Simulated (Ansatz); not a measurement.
# Geometry relaxation, with input and output: Al$_{3}$Cu (part 1 of 2)

Al$_{3}$Cu (P4/mmm, 4 atoms in the cell), computed with DFT r2SCAN, scalar-relativistic, plane waves, PAW, no spin polarisation (Ansatz 0.2.0).

The structure derives from a Materials Project entry. Figures and captions count atoms from 1; the log counts them from 0 in places.

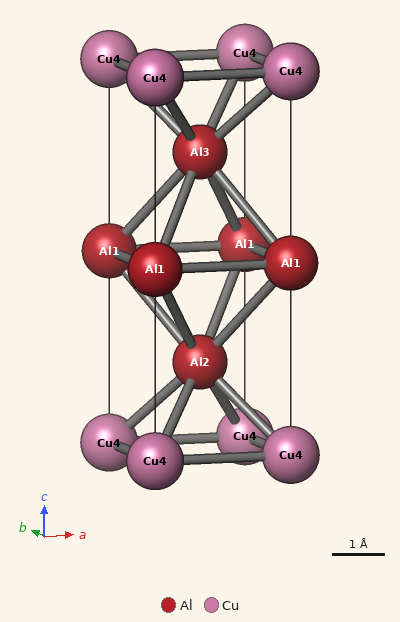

Fig. 1: The structure as given in the input (ball-and-stick view of the cell of the calculation, seen slightly off an axis; atoms are numbered from 1 in the order of the input). An atom can appear more than once, as a periodic image. Near neighbours in the periodic cell (some may lie outside the picture): Al has 12 Al at 2.78 to 2.85 Å; Al has 8 Al at 2.78 to 2.85 Å and 4 Cu at 2.60 Å; Cu has 8 Al at 2.60 Å and 4 Cu at 2.78 Å.

The input:
```yaml
crystal:
  lattice:
    - [2.7784054294, 0.0, 0.0]
    - [0.0, 2.7784054294, 0.0]
    - [0.0, 0.0, 7.51340341]
  atoms:
    - { symbol: Al, position: [0.0, 0.0, 0.5] }
    - { symbol: Al, position: [0.5, 0.5, 0.22611551] }
    - { symbol: Al, position: [0.5, 0.5, 0.77388449] }
    - { symbol: Cu, position: [0.0, 0.0, 0.0] }
basis:
  ecutwfc: 500
kpoints:
  mp_grid: { grid: [16, 16, 6] }
hamiltonian:
  xc: r2scan
scf:
  occupations: { method: gaussian, width: 0.1 }
output:
  forces: true
  stress: true
  eigenvalues: true
  write_density: true
  write_potential: true
  elf: true
  volumetric_format: npy
relax:
  adjacent_minimum: "off"
  f_tol: 0.005
  max_steps: 80
  cell: { stress_tol: 0.05 }
```

Command:
```bash
ansatz run input.yaml --threads 1 --pin off --max-ram 2560MiB --backend cpu --events-out ev --progress --plain --runs-dir out
```

Log:
```
Engine: ansatz 0.2.0, x86_64-unknown-linux-gnu
Pseudopotentials: kind: paw
Pseudopotential: Al, paw, valence charge 3, recommended cutoff 500 eV (meta_gga), Al.paw.azcp
Pseudopotential: Cu, paw, valence charge 19, recommended cutoff 500 eV (meta_gga), Cu.paw.azcp
Functional definition: r2SCAN
  parameter k0 = 0.174
  parameter k1 = 0.065
  parameter a1 = 4.9479
  exchange = r2scan_x(k0 = k0, k1 = k1, a1 = a1)
  correlation = r2scan_c
Crystal: 4 atoms, lattice volume = 58.000 Å³
Basis set: ecut = 500 eV, 1459 PW (Γ), exchange–correlation on 96×96×240 points (64 copies of the dense FFT grid, shifted against one another)
Bands: 18, of which v1, the nominal top of the filled ones, is band 14 counted from 1 (13 counted from 0)
Symmetry: 16 space group operations
Space group: P4/mmm (ITA 123), of the structure as read, at distance tolerance 3.9e-5 Å
k-points: 180 of 1536
Non-local potential: Al, projectors of the file, l = 0: 2, l = 1: 2, l = 2: 1
Non-local potential: Cu, projectors of the file, l = 0: 3, l = 1: 2, l = 2: 3, l = 3: 1
PAW form: soft (Blöchl's): semilocal exchange-correlation on the pseudo side does not see the compensation charge
PAW frozen core: Al, regenerated for the run's functional (the file was generated under x = pbe(κ = 0.804, μ = 0.2195149727645171), c = pbe(β = 0.06672455060314922))
PAW frozen core: Cu, regenerated for the run's functional (the file was generated under x = pbe(κ = 0.804, μ = 0.2195149727645171), c = pbe(β = 0.06672455060314922))
PAW one-centre angular grid: Al, 302 points (default); XC on 160 Gauss nodes
PAW one-centre angular grid: Cu, 590 points (default); XC on 160 Gauss nodes
Initial density: superposition of atomic densities (neutral atoms: chi_scale 0, normalization atom), corrected by the library's trained network
Initial wavefunctions: pseudopotential atomic-orbital guess
Functional: x = r2scan, c = r2scan; τ floored in thin density (d = 2e-4 eV/Å³)
SCF iter   1: F=—  HF=-8252.839378 eV  |F-HF|=—  |Δ(HF+E_count)|=         —  Δρ=2.23e-2  dr2=2.91e-1  dr2_τ=1.61e-2  ethr=1.77e-3  ⟨swp⟩=6.1  Hψ=17521  notcnv=0
preconditioner: auto → Kerker (q_TF=auto, 2.416 Å⁻¹)  [metal: Δε(μ)=0.025 eV  Ē_g=7.903 eV  σ=0.100 eV  W_gap=0.14  n_scr=16 (ndim 8)  ℏωp=21.8 eV  f_vac=0.000  D(μ)=1.58/eV (n_scr^D=4)]
SCF iter   2: F=—  HF=-8252.863193 eV  |F-HF|=—  |Δ(HF+E_count)|=   2.38e-2  Δρ=1.84e-2  dr2=1.04e-1  dr2_τ=1.08e-3  ethr=1.04e-3  ⟨swp⟩=2.0  Hψ=6745  notcnv=0  defer=50
SCF iter   3: F=—  HF=-8252.833347 eV  |F-HF|=—  |Δ(HF+E_count)|=   2.98e-2  Δρ=5.16e-3  dr2=3.30e-2  dr2_τ=4.67e-5  ethr=3.73e-4  ⟨swp⟩=2.0  Hψ=5325  notcnv=0  defer=50
SCF iter   4: F=—  HF=-8252.828961 eV  |F-HF|=—  |Δ(HF+E_count)|=   4.39e-3  Δρ=1.49e-3  dr2=1.41e-3  dr2_τ=1.07e-5  ethr=1.18e-4  ⟨swp⟩=1.0  Hψ=4671  notcnv=0  defer=50
SCF iter   5: F=—  HF=-8252.829138 eV  |F-HF|=—  |Δ(HF+E_count)|=   1.77e-4  Δρ=7.48e-4  dr2=8.31e-4  dr2_τ=2.08e-6  ethr=5.05e-6  ⟨swp⟩=2.1  Hψ=4311  notcnv=0  defer=50
SCF iter   6: F=—  HF=-8252.829022 eV  |F-HF|=—  |Δ(HF+E_count)|=   1.15e-4  Δρ=2.84e-4  dr2=5.48e-5  dr2_τ=1.21e-7  ethr=2.97e-6  ⟨swp⟩=1.3  Hψ=3309  notcnv=0  defer=50
SCF iter   7: F=—  HF=-8252.829024 eV  |F-HF|=—  |Δ(HF+E_count)|=   1.34e-6  Δρ=4.67e-5  dr2=1.39e-6  dr2_τ=9.20e-9  ethr=1.96e-7  ⟨swp⟩=1.7  Hψ=3682  notcnv=0  defer=50
SCF iter   8: F=—  HF=-8252.829023 eV  |F-HF|=—  |Δ(HF+E_count)|=   1.29e-7  Δρ=2.28e-5  dr2=2.56e-7  dr2_τ=8.91e-10  ethr=4.95e-9  ⟨swp⟩=2.2  Hψ=4758  notcnv=0  defer=50
SCF iter   9: F=-8252.829023 eV  HF=-8252.829023 eV  |F-HF|=1.92e-9  |Δ(HF+E_count)|=   9.21e-9  Δρ=3.85e-6  dr2=7.24e-9  dr2_τ=2.11e-11  ethr=3.57e-10  ⟨swp⟩=8.2  Hψ=18012  notcnv=0
SCF 1 converged in 9 iterations: F = -8252.829023 eV  dr2 = 7.24e-9
  greatest PAW one-centre occupation: 1.000 electrons in one spin orbital (limit 2), on the Cu atom at site 3 (counted from 0), in its partial waves of l = 0
relax step   1: F+E_penalty+E_count = -8252.82902345 eV  Δ(F+E_penalty+E_count) = +0.000e0 eV  max|allowed force component| = 1.544e-1 eV/Å  Δτ_max = 0.0000 Å  P = +0.492 GPa  Ω = 58.000 Å³  (9 SCF iters, dr2 threshold 1.00e-7 eV, accepted)
Crystal: 4 atoms, lattice volume = 58.600 Å³
Basis set: ecut = 500 eV, 1475 PW (Γ), exchange–correlation on 96×96×240 points (64 copies of the dense FFT grid, shifted against one another)
Initial density: handed on by an earlier stage of this run
Initial wavefunctions: those handed on with the density
iter 1 solved again at ethr=1.07e-4 eV; its pass at ethr=3.10e-3 eV (dr2=3.00e-2 eV) is discarded
SCF iter   1: F=—  HF=-8252.835556 eV  |F-HF|=—  |Δ(HF+E_count)|=         —  Δρ=3.64e-3  dr2=3.01e-2  dr2_τ=2.31e-3  ethr=1.07e-4  ⟨swp⟩=1.0  Hψ=18802  notcnv=0
preconditioner: auto → Kerker (q_TF=auto, 2.412 Å⁻¹)  [metal: Δε(μ)=0.018 eV  Ē_g=7.730 eV  σ=0.100 eV  W_gap=0.10  n_scr=16 (ndim 8)  ℏωp=21.7 eV  f_vac=0.000  D(μ)=1.53/eV (n_scr^D=4)]
SCF iter   2: F=—  HF=-8252.837565 eV  |F-HF|=—  |Δ(HF+E_count)|=   2.01e-3  Δρ=3.73e-3  dr2=9.13e-3  dr2_τ=2.23e-5  ethr=1.07e-4  ⟨swp⟩=2.0  Hψ=4667  notcnv=0
SCF iter   3: F=—  HF=-8252.836299 eV  |F-HF|=—  |Δ(HF+E_count)|=   1.27e-3  Δρ=1.34e-3  dr2=8.16e-3  dr2_τ=1.73e-5  ethr=3.26e-5  ⟨swp⟩=2.0  Hψ=4459  notcnv=0
SCF iter   4: F=—  HF=-8252.835331 eV  |F-HF|=—  |Δ(HF+E_count)|=   9.69e-4  Δρ=5.87e-4  dr2=1.29e-4  dr2_τ=2.46e-6  ethr=2.91e-5  ⟨swp⟩=1.8  Hψ=3491  notcnv=0
SCF iter   5: F=—  HF=-8252.835358 eV  |F-HF|=—  |Δ(HF+E_count)|=   2.70e-5  Δρ=2.54e-4  dr2=6.36e-5  dr2_τ=1.88e-7  ethr=4.61e-7  ⟨swp⟩=1.6  Hψ=4424  notcnv=0
SCF iter   6: F=—  HF=-8252.835348 eV  |F-HF|=—  |Δ(HF+E_count)|=   9.85e-6  Δρ=5.63e-5  dr2=3.52e-6  dr2_τ=1.32e-8  ethr=2.27e-7  ⟨swp⟩=2.2  Hψ=4214  notcnv=0
SCF iter   7: F=—  HF=-8252.835349 eV  |F-HF|=—  |Δ(HF+E_count)|=   7.33e-7  Δρ=2.67e-5  dr2=4.83e-7  dr2_τ=2.21e-9  ethr=1.26e-8  ⟨swp⟩=2.3  Hψ=5002  notcnv=0
SCF iter   8: F=-8252.835349 eV  HF=-8252.835349 eV  |F-HF|=1.87e-9  |Δ(HF+E_count)|=   5.14e-9  Δρ=9.17e-6  dr2=2.62e-8  dr2_τ=8.58e-11  ethr=1.43e-9  ⟨swp⟩=8.2  Hψ=20089  notcnv=0
SCF 2 converged in 8 iterations: F = -8252.835349 eV  dr2 = 2.62e-8
relax step   2: F+E_penalty+E_count = -8252.83534856 eV  Δ(F+E_penalty+E_count) = -6.325e-3 eV  max|allowed force component| = 1.437e-2 eV/Å  Δτ_max = 0.0250 Å  P = -0.382 GPa  Ω = 58.600 Å³  energy of the carried Pulay correction = -8.045e-5 eV  (8 SCF iters, dr2 threshold 4.00e-7 eV, accepted)
Crystal: 4 atoms, lattice volume = 58.411 Å³
iter 1 solved again at ethr=2.52e-6 eV; its pass at ethr=3.10e-3 eV (dr2=7.06e-4 eV) is discarded
SCF iter   1: F=—  HF=-8252.835559 eV  |F-HF|=—  |Δ(HF+E_count)|=         —  Δρ=1.20e-3  dr2=6.91e-4  dr2_τ=1.17e-4  ethr=2.52e-6  ⟨swp⟩=1.0  Hψ=15373  notcnv=0
preconditioner: auto → Kerker (q_TF=auto, 2.414 Å⁻¹)  [metal: Δε(μ)=0.015 eV  Ē_g=7.691 eV  σ=0.100 eV  W_gap=0.08  n_scr=16 (ndim 8)  ℏωp=21.7 eV  f_vac=0.000  D(μ)=1.51/eV (n_scr^D=4)]
SCF iter   2: F=—  HF=-8252.835743 eV  |F-HF|=—  |Δ(HF+E_count)|=   1.84e-4  Δρ=1.09e-3  dr2=3.51e-4  dr2_τ=3.28e-6  ethr=2.47e-6  ⟨swp⟩=2.4  Hψ=5511  notcnv=0
SCF iter   3: F=—  HF=-8252.835643 eV  |F-HF|=—  |Δ(HF+E_count)|=   1.00e-4  Δρ=1.25e-4  dr2=2.57e-5  dr2_τ=5.01e-8  ethr=1.25e-6  ⟨swp⟩=2.1  Hψ=4605  notcnv=0
SCF iter   4: F=—  HF=-8252.835639 eV  |F-HF|=—  |Δ(HF+E_count)|=   4.05e-6  Δρ=5.52e-5  dr2=2.18e-6  dr2_τ=3.73e-8  ethr=9.16e-8  ⟨swp⟩=2.2  Hψ=4469  notcnv=0
SCF iter   5: F=—  HF=-8252.835640 eV  |F-HF|=—  |Δ(HF+E_count)|=   1.26e-6  Δρ=6.24e-5  dr2=1.11e-6  dr2_τ=2.15e-9  ethr=1.43e-9  ⟨swp⟩=8.6  Hψ=23264  notcnv=0
SCF iter   6: F=-8252.835640 eV  HF=-8252.835640 eV  |F-HF|=1.22e-7  |Δ(HF+E_count)|=   5.51e-8  Δρ=1.16e-5  dr2=1.70e-7  dr2_τ=4.02e-10  ethr=1.43e-9  ⟨swp⟩=5.9  Hψ=19484  notcnv=0
SCF 3 converged in 6 iterations: F = -8252.835640 eV  dr2 = 1.70e-7
relax step   3: F+E_penalty+E_count = -8252.83563986 eV  Δ(F+E_penalty+E_count) = -2.913e-4 eV  max|allowed force component| = 1.038e-3 eV/Å  Δτ_max = 0.0011 Å  P = -0.021 GPa  Ω = 58.411 Å³  energy of the carried Pulay correction = -5.519e-5 eV  (6 SCF iters, dr2 threshold 4.00e-7 eV, accepted)
Initial wavefunctions: pseudopotential atomic-orbital guess (no wavefunctions were taken with the density)
iter 1 solved again at ethr=4.44e-8 eV; its pass at ethr=3.10e-3 eV (dr2=1.24e-5 eV) is discarded
SCF iter   1: F=—  HF=-8252.835688 eV  |F-HF|=—  |Δ(HF+E_count)|=         —  Δρ=6.39e-5  dr2=2.73e-7  dr2_τ=4.69e-8  ethr=4.44e-8  ⟨swp⟩=2.9  Hψ=25666  notcnv=0
preconditioner: auto → Kerker (q_TF=auto, 2.414 Å⁻¹)  [metal: Δε(μ)=0.014 eV  Ē_g=7.700 eV  σ=0.100 eV  W_gap=0.08  n_scr=16 (ndim 8)  ℏωp=21.7 eV  f_vac=0.000  D(μ)=1.52/eV (n_scr^D=4)]
SCF iter   2: F=—  HF=-8252.835695 eV  |F-HF|=—  |Δ(HF+E_count)|=   6.87e-6  Δρ=3.30e-5  dr2=9.65e-8  dr2_τ=6.07e-8  ethr=9.74e-10  ⟨swp⟩=1.2  Hψ=3400  notcnv=0
SCF iter   3: F=—  HF=-8252.835697 eV  |F-HF|=—  |Δ(HF+E_count)|=   2.15e-6  Δρ=5.19e-6  dr2=1.50e-8  dr2_τ=3.83e-10  ethr=3.45e-10  ⟨swp⟩=2.0  Hψ=5011  notcnv=0
SCF iter   4: F=—  HF=-8252.835697 eV  |F-HF|=—  |Δ(HF+E_count)|=   3.01e-9  Δρ=2.71e-6  dr2=2.02e-9  dr2_τ=3.64e-10  ethr=5.34e-11  ⟨swp⟩=2.1  Hψ=4220  notcnv=0
SCF iter   5: F=—  HF=-8252.835697 eV  |F-HF|=—  |Δ(HF+E_count)|=   1.30e-8  Δρ=1.93e-6  dr2=1.55e-9  dr2_τ=7.74e-12  ethr=7.21e-12  ⟨swp⟩=2.0  Hψ=5567  notcnv=0
SCF iter   6: F=-8252.835697 eV  HF=-8252.835697 eV  |F-HF|=4.00e-11  |Δ(HF+E_count)|=  2.95e-10  Δρ=2.64e-7  dr2=1.80e-11  dr2_τ=1.24e-12  ethr=1.00e-12  ⟨swp⟩=4.3  Hψ=15682  notcnv=0
SCF 4 converged in 6 iterations: F = -8252.835697 eV  dr2 = 1.80e-11
relax step   4: F+E_penalty+E_count = -8252.83569682 eV  Δ(F+E_penalty+E_count) = -5.695e-5 eV  max|allowed force component| = 1.223e-3 eV/Å  Δτ_max = 0.0000 Å  P = -0.020 GPa  Ω = 58.411 Å³  stress off target by 2.63e-2 GPa  SCF on the basis re-selected at this cell (its energy is not comparable with the rows above)  (6 SCF iters)
```

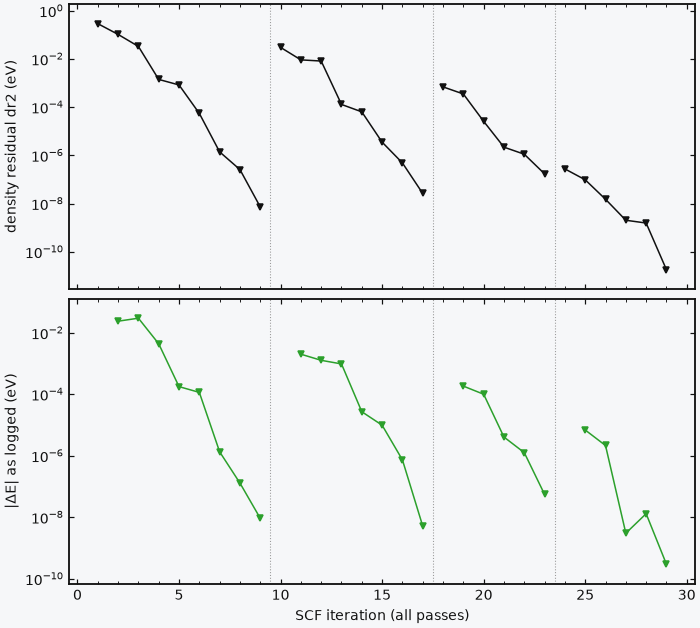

Fig. 2: Convergence of the self-consistent field: density residual dr2 and size of the energy change against the SCF iteration. The dotted lines part the SCF passes of the relaxation: geometry steps, rejected trials and re-solves on a re-selected basis. The passes take 9, 8, 6 and 6 iterations.

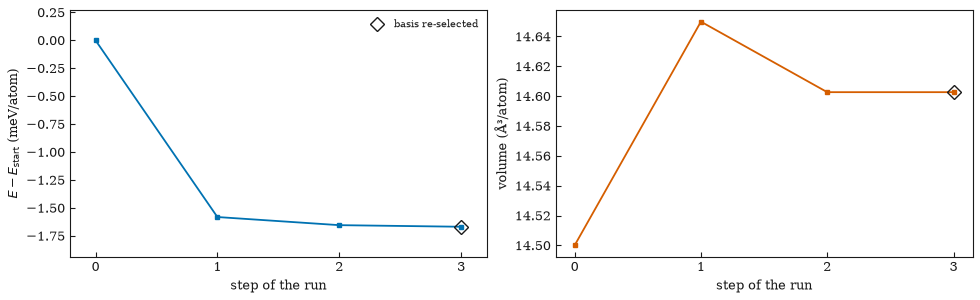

Fig. 3: Progress of the relaxation, step by step (the first geometry is step 0 here and step 1 in the log).
